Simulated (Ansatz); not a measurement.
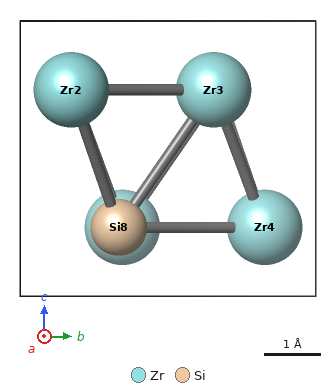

This is the input geometry for a relaxation of crystalline Zr$_{3}$Si (a generated structure, set up in P6_3/mmc). A ball-and-stick model of the cell of the calculation, seen along the a axis.

Case: Ti → Zr on all its sites, cell and atoms relaxed.

These are results of DFT r2SCAN, scalar-relativistic, plane waves, PAW (Ansatz), not measurements.

Input
```yaml
crystal:
  lattice:
    - [6.112231457, 0.0, 0.0]
    - [-3.0561157285, 5.2933477156, 0.0]
    - [0.0, 0.0, 4.9257607418]
  atoms:
    - { symbol: Zr, position: [0.345559141, 0.1727795705, 0.75] }
    - { symbol: Zr, position: [0.8272204295, 0.1727795705, 0.75] }
    - { symbol: Zr, position: [0.8272204295, 0.654440859, 0.75] }
    - { symbol: Zr, position: [0.654440859, 0.8272204295, 0.25] }
    - { symbol: Zr, position: [0.1727795705, 0.8272204295, 0.25] }
    - { symbol: Zr, position: [0.1727795705, 0.345559141, 0.25] }
    - { symbol: Si, position: [0.3333333333, 0.6666666667, 0.75] }
    - { symbol: Si, position: [0.6666666667, 0.3333333333, 0.25] }
basis:
  ecutwfc: 500
kpoints:
  mp_grid: { grid: [6, 6, 8] }
hamiltonian:
  xc: r2scan
scf:
  occupations: { method: gaussian, width: 0.1 }
output:
  forces: true
  stress: true
  eigenvalues: true
relax:
  adjacent_minimum: "off"
  f_tol: 0.01
  max_steps: 60
  cell: { stress_tol: 0.1 }
```

Command:
```bash
ansatz run input.yaml --threads 2 --pin off --max-ram 5120MiB --backend cpu --events-out ev --progress --plain --runs-dir out
```

Q: Predict the outcome.

A: After 2 accepted moves (3 points after the start) the energy has fallen by 0.2 meV per atom. The largest force component goes from 0.0056 to 0.0046 eV/Å. The pressure goes from 0.00 to 0.04 GPa. At 1 point the geometry stayed and the basis and grid were re-selected for the new cell (energy shift of less than 0.05 meV per atom at most each time). The atoms keep their places relative to the cell (all moves are under 0.005 Å). The drawn cell changes as follows: a = b 6.112 → 6.097 Å (−0.2 %), c 4.926 → 4.947 Å (+0.4 %); the volume changes by −0.1 %. Among the contacts that change: Zr1–Zr2 3.168 → 3.157 Å, Zr1–Si8 2.992 → 3.000 Å, Zr1–Si7 3.057 → 3.049 Å, Zr1–Zr5 3.068 → 3.072 Å. The space group stays P6_3/mmc (No. 194).
